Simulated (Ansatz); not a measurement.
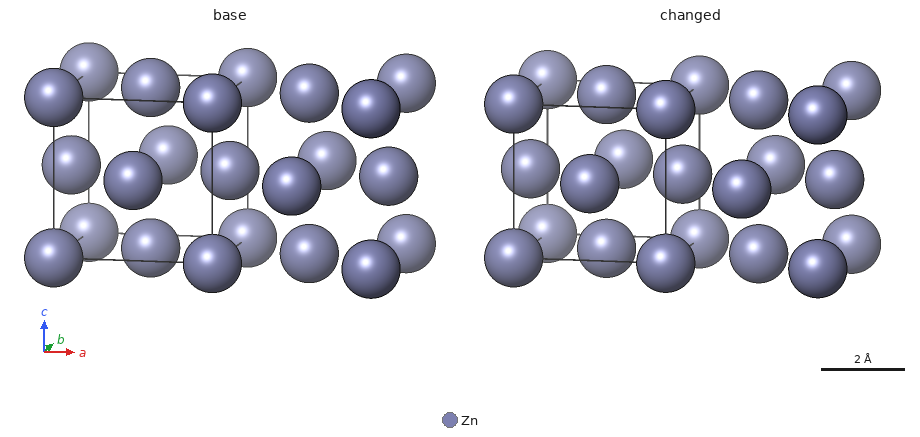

Left: a crystal of Zn (set up in Fm-3m). Right: the same structure after one change, at the same scale. Style: spheres-only. Shown: the conventional cell (4 times the calculation's cell), repeated 2 × 1 × 1 with one cell outlined, slightly off an axis. Lengths and directions refer to the drawn axes.

Method: DFT PBE, scalar-relativistic, plane waves, PAW (Ansatz). (plane-wave cutoff 420 eV; k-point mesh 18 × 18 × 18; occupations gaussian; smearing width 0.1 eV; no spin polarisation)

What distinguishes the right structure from the left one?

Answer. All lengths are scaled by −4.2 % (volume −12.0 %), the atoms keeping their fractional coordinates. No relaxation follows.

What does the change do?

Answer. It costs 60.3 meV per atom. The pressure goes from 0.0 to 12.1 GPa. All forces vanish by symmetry. It is metallic before and after. Near-neighbour distances before and after: Zn–Zn 2.778 → 2.662 Å. The space group stays Fm-3m (No. 225).
